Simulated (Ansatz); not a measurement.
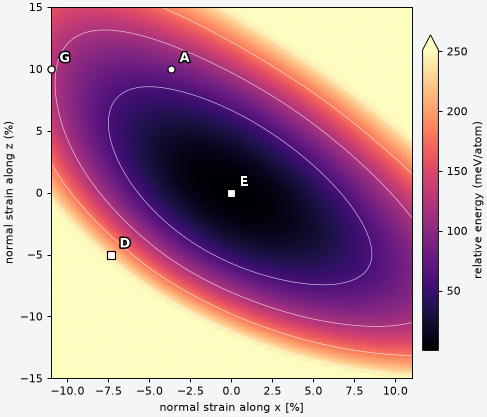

Ta (Im-3m, No. 229; 1 atom in the cell). The energy is mapped over two homogeneous strains (x, y and z along the cube axes). The first coordinate is: normal strain along x; the second: normal strain along z. Nothing is relaxed (symmetry fixes all fractional coordinates). Grid: 7 × 7 points. Points are written as (first, second). All energies are given in meV/atom relative to the lowest grid point. Theory: DFT PBEsol, scalar-relativistic, plane waves, PAW in Ansatz 0.2.0. Settings: cutoff 420 eV, k-mesh 20×20×20, gaussian smearing 0.15 eV, no spin polarisation.

In the figure: a smooth colour map with a few white contour lines, one colour for all values above the top of the scale, lettered points. Between grid points the surface is interpolated.

Question: Rank the lettered points by energy, lowest first.

Answer: E (0 meV/atom), A (85 meV/atom), G (126 meV/atom), D (229 meV/atom).

Question: What kind of point is each of A, D, E: minimum, saddle, maximum or slope?

Answer: A: on a slope; D: on a slope; E: minimum. (In these two coordinates alone; a stationary point may lie a little off the grid point.)

Question: Which space group has the cell at each letter?

Answer: A: Immm; D: Immm; E: Im-3m; G: Immm.

PAW datasets: the set soft_1.
